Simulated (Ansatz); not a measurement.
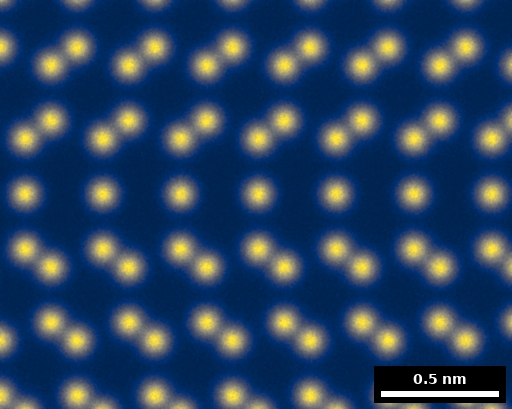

HAADF-like image of Ru (Fd-3m, No. 227) along [110]. The image is simulated as a sum over atoms of Z^1.7, blurred by a 0.91 Å probe (no channelling). The probe carries 15 % of its weight in a tail 2.5 times as wide. Shot noise was added.

One planar defect was built into the perfect crystal by geometry alone, without relaxation. Host structure: the end point of a relaxation with DFT, PBE, plane waves (420 eV) with PAW, scalar-relativistic (Ansatz 0.2.0); the starting structure was generated, so it need not be a known form of this composition.

Q: Where does the periodic pattern break, and how?

A twin boundary runs horizontally about 8 Å below the top edge. The part above it is the mirror image of the part below, so slanted rows of columns change direction there; the row on the boundary belongs to both.
